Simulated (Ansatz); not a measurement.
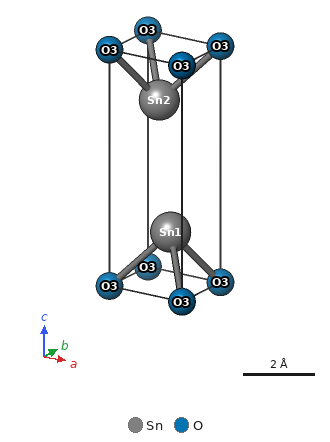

Figure 1. The structure of run 1 (ball-and-stick view of the cell of the calculation, seen slightly off an axis; atoms are numbered from 1 in the order of the input). Near neighbours in the crystal (not all of them lie inside the picture): Sn has 3 O at 2.48 Å; O has 6 Sn at 2.48 Å.

## From Sn₂O to Ti₂O

System: Sn₂O (3 atoms in the cell).
Method of run 1: DFT r2SCAN, scalar-relativistic, plane waves, PAW, no spin polarisation (Ansatz 0.2.0).
System of run 2: Ti₂O (P-3m1, 3 atoms in the cell).

On run 1: The structure was made by swapping elements on the sites of another compound; it need not be a known phase. On run 2: The structure derives from an entry of the Crystallography Open Database. Text and figures count atoms from 1; the logs count them from 0 in places.

The input, run 1:
```yaml
crystal:
  lattice:
    - [3.1848859284, 0.0, 0.0]
    - [-1.5924429642, 2.7581921222, 0.0]
    - [0.0, 0.0, 6.7897160165]
  atoms:
    - { symbol: Sn, position: [0.6666666667, 0.3333333333, 0.2451066665] }
    - { symbol: Sn, position: [0.3333333333, 0.6666666667, 0.7548933335] }
    - { symbol: O, position: [0.0, 0.0, 0.0] }
basis:
  ecutwfc: 500
kpoints:
  mp_grid: { grid: [18, 18, 6] }
hamiltonian:
  xc: r2scan
scf:
  occupations: { method: gaussian, width: 0.1 }
output:
  forces: true
  stress: true
  eigenvalues: true
  write_density: true
  write_potential: true
  elf: true
  volumetric_format: npy
relax:
  adjacent_minimum: "off"
  f_tol: 0.01
  max_steps: 60
  cell: { stress_tol: 0.1 }
```

Launched with:
```bash
ansatz run input.yaml --threads 1 --pin off --max-ram 2560MiB --backend cpu --events-out ev --progress --plain --runs-dir out
```

Hardware: 1 thread of Oxide Virtual Turin-like (Zen 5), 32 GiB of memory available, shared host.

Output, shortened to warnings, some set-up lines, iterations and results (run 1):
```
Basis set: ecut = 500 eV, 1519 PW (Γ), exchange–correlation on 96×96×200 points (64 copies of the dense FFT grid, shifted against one another)
Symmetry: 12 space group operations
k-points: 202 of 1944
Initial density: superposition of atomic densities (neutral atoms: chi_scale 0, normalization atom), corrected by the library's trained network
[...]
SCF iter   1: F=—  HF=-12644.400306 eV  |F-HF|=—  |Δ(HF+E_count)|=         —  Δρ=8.03e-3  dr2=3.45e-2  dr2_τ=3.66e-2  ethr=1.77e-3  ⟨swp⟩=5.5  Hψ=20050  notcnv=0
SCF iter   2: F=—  HF=-12644.445037 eV  |F-HF|=—  |Δ(HF+E_count)|=   4.47e-2  Δρ=4.41e-3  dr2=8.21e-3  dr2_τ=4.83e-4  ethr=1.01e-4  ⟨swp⟩=2.5  Hψ=8976  notcnv=0  defer=54
SCF iter   3: F=—  HF=-12644.445827 eV  |F-HF|=—  |Δ(HF+E_count)|=   7.90e-4  Δρ=1.44e-3  dr2=8.33e-4  dr2_τ=4.38e-5  ethr=2.42e-5  ⟨swp⟩=2.3  Hψ=5072  notcnv=0  defer=54
SCF iter   4: F=—  HF=-12644.446058 eV  |F-HF|=—  |Δ(HF+E_count)|=   2.32e-4  Δρ=5.81e-4  dr2=2.07e-4  dr2_τ=1.74e-5  ethr=2.45e-6  ⟨swp⟩=3.0  Hψ=7756  notcnv=0  defer=54
SCF iter   5: F=—  HF=-12644.446048 eV  |F-HF|=—  |Δ(HF+E_count)|=   1.04e-5  Δρ=2.14e-4  dr2=4.93e-5  dr2_τ=1.78e-6  ethr=6.09e-7  ⟨swp⟩=2.0  Hψ=5593  notcnv=0  defer=54
[... 40 lines ...]
SCF iter   4: F=—  HF=-12644.447839 eV  |F-HF|=—  |Δ(HF+E_count)|=   6.35e-9  Δρ=8.64e-7  dr2=9.56e-10  dr2_τ=1.96e-11  ethr=1.99e-11  ⟨swp⟩=2.0  Hψ=5612  notcnv=0
SCF iter   5: F=—  HF=-12644.447839 eV  |F-HF|=—  |Δ(HF+E_count)|=  1.96e-10  Δρ=4.57e-7  dr2=2.09e-10  dr2_τ=1.06e-11  ethr=2.81e-12  ⟨swp⟩=3.0  Hψ=7835  notcnv=0
SCF iter   6: F=-12644.447839 eV  HF=-12644.447839 eV  |F-HF|=3.27e-11  |Δ(HF+E_count)|=  7.64e-11  Δρ=1.75e-7  dr2=3.50e-11  dr2_τ=2.02e-12  ethr=1.00e-12  ⟨swp⟩=6.8  …
SCF 5 converged in 6 iterations: F = -12644.447839 eV  dr2 = 3.50e-11
relax step   5: F+E_penalty+E_count = -12644.44783938 eV  Δ(F+E_penalty+E_count) = +1.025e-4 eV  max|allowed force component| = 9.712e-3 eV/Å  Δτ_max = 0.0000 Å  P = +0.063 …
basis re-selected at this cell: Δ(F+E_penalty+E_count) = +1.025e-4 eV, ΔP = +0.001 GPa vs the last step (what re-selecting the basis moved, of the pressure what is left beyond the Pulay correction that the steps carried, after the strain that the cell walked since its last selection, with what the …
SCF converged after 6 iterations
Free energy (F): -12644.447839 eV
Harris-Foulkes:  -12644.447839 eV  (|F-HF|=3.27e-11)
Internal energy: -12644.442041 eV  (E = F + TS)
E sigma→0 (E₀):  -12644.444940 eV
Entropy (-TS):   -0.005798 eV (-1.933 meV/atom)
Fermi energy:    11.300867 eV
--- Per-component energies (eV) ---
  E_band       = -170.025396
  E_kinetic    = 546.955581
  E_local      = -2059.834069  (includes V_loc(G=0)·N_el)
  E_nonlocal   = -18.706737
  E_hartree    = 1207.817872
  E_xc         = -823.824444
  E_vxc        = -315.527661  (∫ρ·V_xc dr)
  E_paw        = -8474.619097  (= ΣΔE_a)
  E_vpaw       = -758.492429  (= ΣTr[D̂ρ^β])
  E_aug_tail   = 0.000946  (compensation charges beyond the density's cutoff)
  E_vtau       = 19.943389  (kinetic-family band-sum trace: ∫τ·v_τ [+ j·A + Jᵃ·Aᵃ] dr)
  E_ewald      = -3023.670792
  E_core_change = 1.438699  (= ΣΔE_core)
  E_smearing   = -0.005798  (= −TS)
  E_closure    = 0.000000  (closes the sum)
  Σ components = -12644.447839   (vs F -12644.447839, Δ=0.00e0)
--- Forces (eV/Å), atoms counted from 1 ---
  atom   1  Sn     0.00000000     0.00000000     0.00971185
  atom   2  Sn     0.00000000    -0.00000000    -0.00971185
  atom   3  O     -0.00000000    -0.00000000     0.00000000
  max |Σ_I F_I| component: 2.63e-31 eV/Å
--- Stress (GPa, compression-positive) ---
        0.045847       0.000000       0.000000
       -0.000000       0.045847       0.000000
        0.000000       0.000000       0.096982
  P = ⅓ Tr σ = 0.0629 GPa (0.629 kbar)
--- Relaxed structure (4 steps of the walk, 3 accepted, 1 SCFs on fresh bases) ---
  F+E_penalty+E_count = -12644.44783938 eV   max|allowed force component| = 9.712e-3 eV/Å   (the final SCF, on the basis selected at the relaxed cell)
  cell:  # Å, volume = 59.0068 Å³
    - [3.1895730895346177, 0.0, 0.0]
    - [-1.5947865447673089, 2.762251322764197, 0.0]
    - [0.0, 0.0, 6.697404556081153]
  atoms:
    - { symbol: Sn, position: [0.6666666666666665, 0.33333333333333326, 0.2484221250490296] }
[...]
```

The input of run 2 differs as follows (lines with − go, lines with + come):
```diff
-    - [3.1848859284, 0.0, 0.0]
-    - [-1.5924429642, 2.7581921222, 0.0]
-    - [0.0, 0.0, 6.7897160165]
+    - [2.9552489632, 0.0, 0.0]
+    - [-1.4776244816, 2.5593206766, 0.0]
+    - [0.0, 0.0, 4.7996841224]
-    - { symbol: Sn, position: [0.6666666667, 0.3333333333, 0.2451066665] }
-    - { symbol: Sn, position: [0.3333333333, 0.6666666667, 0.7548933335] }
+    - { symbol: Ti, position: [0.6666666667, 0.3333333333, 0.2676625819] }
+    - { symbol: Ti, position: [0.3333333333, 0.6666666667, 0.7323374181] }
-  mp_grid: { grid: [18, 18, 6] }
+  mp_grid: { grid: [18, 18, 10] }
-  f_tol: 0.01
-  max_steps: 60
-  cell: { stress_tol: 0.1 }
+  f_tol: 0.005
+  max_steps: 80
+  cell: { stress_tol: 0.05 }
```

What does this change do to the results?

The total energies belong to different systems, so their difference says nothing on which is more stable or more accurate. The volume per atom goes from 19.67 to 12.11 Å³. The SCF takes 31 iterations over all geometry steps against 40. The irreducible k-points go from 202 to 330. On the same kind of shared host run 2 took about 0.65 times as long.

Output, shortened to warnings, some set-up lines, iterations and results (run 2):
```
Basis set: ecut = 500 eV, 941 PW (Γ), exchange–correlation on 96×96×144 points (64 copies of the dense FFT grid, shifted against one another)
Symmetry: 12 space group operations
k-points: 330 of 3240
Initial density: superposition of atomic densities (neutral atoms: chi_scale 0, normalization atom), corrected by the library's trained network
[...]
SCF iter   1: F=—  HF=-5580.585802 eV  |F-HF|=—  |Δ(HF+E_count)|=         —  Δρ=1.96e-2  dr2=1.37e-1  dr2_τ=1.03e-1  ethr=1.77e-3  ⟨swp⟩=4.2  Hψ=23855  notcnv=0
SCF iter   2: F=—  HF=-5580.697498 eV  |F-HF|=—  |Δ(HF+E_count)|=   1.12e-1  Δρ=8.07e-3  dr2=2.49e-2  dr2_τ=2.09e-3  ethr=4.55e-4  ⟨swp⟩=2.0  Hψ=12540  notcnv=0
SCF iter   3: F=—  HF=-5580.697655 eV  |F-HF|=—  |Δ(HF+E_count)|=   1.57e-4  Δρ=3.88e-3  dr2=7.47e-3  dr2_τ=2.99e-4  ethr=8.30e-5  ⟨swp⟩=2.0  Hψ=7580  notcnv=0
SCF iter   4: F=—  HF=-5580.697834 eV  |F-HF|=—  |Δ(HF+E_count)|=   1.79e-4  Δρ=1.64e-3  dr2=1.03e-3  dr2_τ=8.95e-5  ethr=2.49e-5  ⟨swp⟩=2.0  Hψ=8001  notcnv=0
SCF iter   5: F=—  HF=-5580.697694 eV  |F-HF|=—  |Δ(HF+E_count)|=   1.41e-4  Δρ=6.84e-4  dr2=2.71e-4  dr2_τ=2.36e-5  ethr=3.43e-6  ⟨swp⟩=2.0  Hψ=8538  notcnv=0
[... 31 lines ...]
SCF iter   2: F=—  HF=-5580.698347 eV  |F-HF|=—  |Δ(HF+E_count)|=   3.73e-8  Δρ=5.20e-6  dr2=1.06e-9  dr2_τ=1.69e-9  ethr=1.28e-11  ⟨swp⟩=2.4  Hψ=10927  notcnv=0
SCF iter   3: F=—  HF=-5580.698347 eV  |F-HF|=—  |Δ(HF+E_count)|=   3.03e-9  Δρ=5.64e-7  dr2=5.29e-11  dr2_τ=2.55e-11  ethr=3.54e-12  ⟨swp⟩=2.2  Hψ=10330  notcnv=0
SCF iter   4: F=-5580.698347 eV  HF=-5580.698347 eV  |F-HF|=9.09e-13  |Δ(HF+E_count)|=  3.37e-11  Δρ=1.63e-7  dr2=5.42e-12  dr2_τ=1.86e-12  ethr=1.00e-12  ⟨swp⟩=5.8  Hψ=24239 …
SCF 5 converged in 4 iterations: F = -5580.698347 eV  dr2 = 5.42e-12
relax step   5: F+E_penalty+E_count = -5580.69834735 eV  Δ(F+E_penalty+E_count) = -9.653e-6 eV  max|allowed force component| = 1.455e-3 eV/Å  Δτ_max = 0.0000 Å  P = -0.013 …
basis re-selected at this cell: Δ(F+E_penalty+E_count) = -9.653e-6 eV, ΔP = -0.000 GPa vs the last step (what re-selecting the basis moved, of the pressure what is left beyond the Pulay correction that the steps carried, after the strain that the cell walked since its last selection, with what the …
SCF converged after 4 iterations
Free energy (F): -5580.698347 eV
Harris-Foulkes:  -5580.698347 eV  (|F-HF|=9.09e-13)
Internal energy: -5580.693610 eV  (E = F + TS)
E sigma→0 (E₀):  -5580.695979 eV
Entropy (-TS):   -0.004737 eV (-1.579 meV/atom)
Fermi energy:    15.484957 eV
--- Per-component energies (eV) ---
  E_band       = -290.394471
  E_kinetic    = 725.145189
  E_local      = -1745.938516  (includes V_loc(G=0)·N_el)
  E_nonlocal   = 61.246136
  E_hartree    = 707.535807
  E_xc         = -261.437050
  E_vxc        = -373.958982  (∫ρ·V_xc dr)
  E_paw        = -2273.346452  (= ΣΔE_a)
  E_vpaw       = -396.782520  (= ΣTr[D̂ρ^β])
  E_aug_tail   = 0.001141  (compensation charges beyond the density's cutoff)
  E_vtau       = 24.821451  (kinetic-family band-sum trace: ∫τ·v_τ [+ j·A + Jᵃ·Aᵃ] dr)
  E_ewald      = -2793.361009
  E_core_change = -0.538855  (= ΣΔE_core)
  E_smearing   = -0.004737  (= −TS)
  E_closure    = 0.000000  (closes the sum)
  Σ components = -5580.698347   (vs F -5580.698347, Δ=0.00e0)
--- Forces (eV/Å), atoms counted from 1 ---
  atom   1  Ti     0.00000000    -0.00000000     0.00145497
  atom   2  Ti    -0.00000000     0.00000000    -0.00145497
  atom   3  O      0.00000000    -0.00000000     0.00000000
  max |Σ_I F_I| component: 2.31e-18 eV/Å
--- Stress (GPa, compression-positive) ---
       -0.000137      -0.000000      -0.000000
       -0.000000      -0.000137       0.000000
        0.000000       0.000000      -0.037566
  P = ⅓ Tr σ = -0.0126 GPa (-0.126 kbar)
--- Relaxed structure (4 steps of the walk, 3 accepted, 1 SCFs on fresh bases) ---
  F+E_penalty+E_count = -5580.69834735 eV   max|allowed force component| = 1.455e-3 eV/Å   (the final SCF, on the basis selected at the relaxed cell)
  cell:  # Å, volume = 36.3165 Å³
    - [2.95143477012069, 0.0, 0.0]
    - [-1.475717385060345, 2.556017488537202, 1.6034574271395398e-19]
    - [0.0, 3.007082787355782e-19, 4.814004454460753]
  atoms:
    - { symbol: Ti, position: [0.6666666666666667, 0.33333333333333337, 0.26888987018829985] }
[...]
```

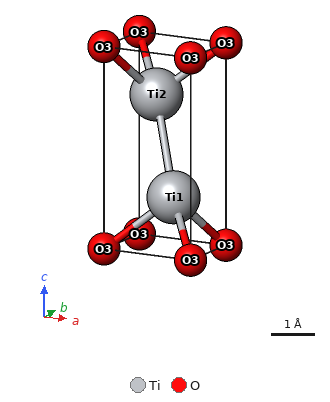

Figure 2. The input structure of run 2 (ball-and-stick view of the cell of the calculation, seen slightly off an axis; atoms are numbered from 1 in the order of the input).

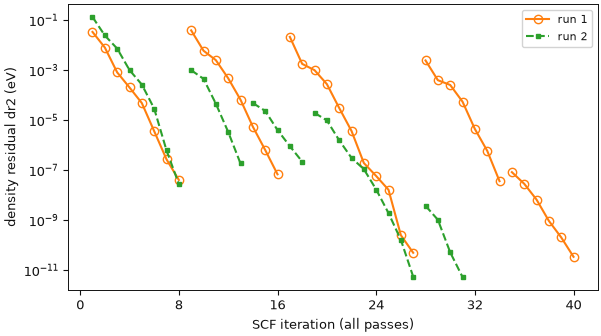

Figure 3. Convergence of the two runs: density residual dr2 against the SCF iteration. A break in a curve parts two SCF passes. Run 1 takes 40 iterations in all, and run 2 takes 31.

The two runs side by side:

```csv
quantity,run 1,run 2
outcome,converged,converged
free energy per atom (eV),−4214.8159,−1860.2328
"energy per atom, smearing taken to zero (eV)",−4214.8150,−1860.2320
gap on the mesh (eV),0.00,0.00
pressure (GPa),0.06,−0.01
volume per atom (Å³),19.67,12.11
largest force (eV/Å),0.010,0.001
SCF iterations,40,31
irreducible k-points,202,330
wall time (shared host),2.3 min,91 s
```
